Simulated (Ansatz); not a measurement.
ZrO2 (space group P4_2/nmc, No. 137). Coordinates: the end point of a relaxation at fixed volume with Ansatz 0.2.0, DFT PBE, scalar-relativistic, plane waves, PAW.

```
Zr O
1.0
     3.53331    0.00000    0.00000
     0.00000    3.53331    0.00000
     0.00000    0.00000    5.04880
Zr O
2 4
Direct
  0.00000 0.00000 0.00000
  0.50000 0.50000 0.50000
  0.00000 0.50000 0.21512
  0.00000 0.50000 0.71512
  0.50000 0.00000 0.28488
  0.50000 0.00000 0.78488
```

Describe how the polyhedra about Zr are linked (bonds: O–Zr below 2.6 Å).

Zr: ZrO8 cube, sharing edges with twelve neighbours.

They form a three-dimensional framework of edge-sharing cubes.

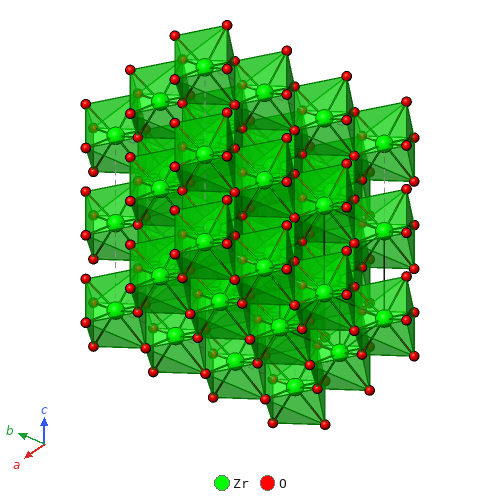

Polyhedra are drawn about Zr (bonds: O–Zr below 2.6 Å); other atoms are plain spheres.
